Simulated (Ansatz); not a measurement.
AlAu

Input

```
crystal:
  lattice:
    - [1.5095279926, 0.8715263929, 8.4293489565]
    - [-1.5095279926, 0.8715263929, 8.4293489565]
    - [0.0, -1.7430527857, 8.4293489565]
  atoms:
    - { symbol: Al, position: [0.3760103055, 0.3760103055, 0.3760103055] }
    - { symbol: Al, position: [0.6239896945, 0.6239896945, 0.6239896945] }
    - { symbol: Au, position: [0.8801051057, 0.8801051057, 0.8801051057] }
    - { symbol: Au, position: [0.1198948943, 0.1198948943, 0.1198948943] }
basis:
  ecutwfc: 420
kpoints:
  mp_grid: { grid: [18, 18, 18] }
hamiltonian:
  xc: pbesol
scf:
  occupations: { method: gaussian, width: 0.1 }
output:
  forces: true
  stress: true
  eigenvalues: true
  write_density: true
  write_potential: true
  elf: true
  volumetric_format: npy
relax:
  adjacent_minimum: "off"
  f_tol: 0.01
  max_steps: 60
  cell: { stress_tol: 0.1 }
```

Launched as:

```sh
ansatz run input.yaml --threads 1 --pin off --max-ram 2560MiB --backend cpu --events-out ev --progress --plain --runs-dir out
```

Below, planes, directions and counts refer to the conventional cell (a = 3.03 Å, b = 3.03 Å, c = 25.18 Å, α = 90.00°, β = 90.00°, γ = 120.00°).

The fields are those of the run's last geometry, not of the input's.

Space group R-3m.

Level of theory: DFT PBEsol, scalar-relativistic, plane waves, PAW in Ansatz.

The density is the valence pseudo-density of a PAW calculation; it isn't the true density close to the nuclei.

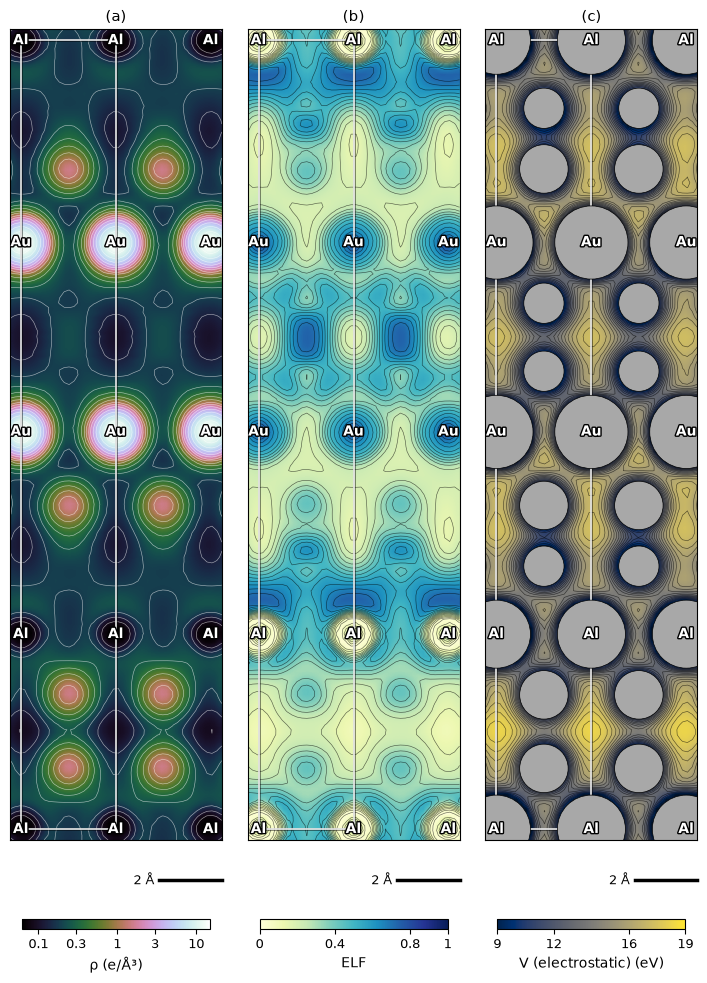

Figure 1. (a) valence electron density; (b) ELF; (c) electrostatic potential energy of an electron on the (100) plane of the conventional cell. Grey discs cover the atomic cores in the potential map.

Question: Interpret the plot.

Answer: The section cuts through Al and Au sites.
Atoms just off the plane (Al, 0.9 Å away and Au, 0.9 Å away) can leave unmarked features too.
Au–Au (3.03 Å): ρ at the midpoint is about 0.24 e/Å³; the ELF is about 0.20 at the midpoint (no shared electron pair shows on this line).
Between the atoms the lowest density in this plane is 0.09 e/Å³.
The features right at Au lie inside the PAW spheres, where the map follows smoothed inner orbitals and isn't to be read closely.
Outside the cores the potential energy rises away from the atoms and is highest about 2.0 Å from the nearest atoms; its zero is arbitrary.

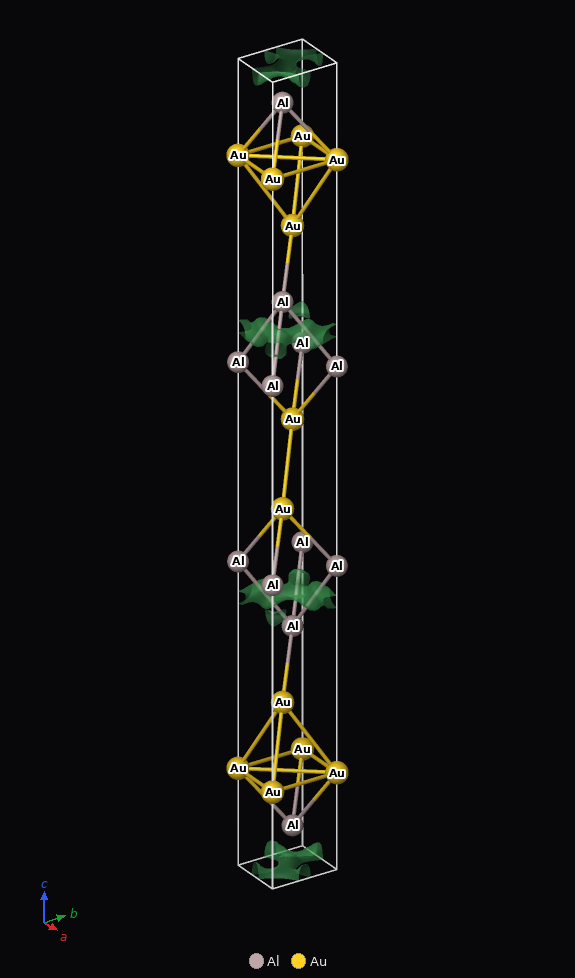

Figure 2. Isosurface of the ELF at 0.7 (green), seen slightly off an axis. Only the valence region is drawn (cores and ρ < 0.01 e/Å³ removed). Sticks mark near contacts.

Question: What do the ELF domains correspond to?

Answer: At this value the surface marks out sheets that run through the cell in two directions, counted in one cell of 12 atoms. Regions shared between cells count once. Along the contacts the grid gives the following. Al–Au (2.61 Å): the ELF is about 0.45 at the midpoint. Al–Al (2.79 Å): the ELF peaks at about 0.75 between the atoms.

Question: Metal or insulator at this level of theory?

Answer: It is gapless in this calculation (a metal or semimetal).
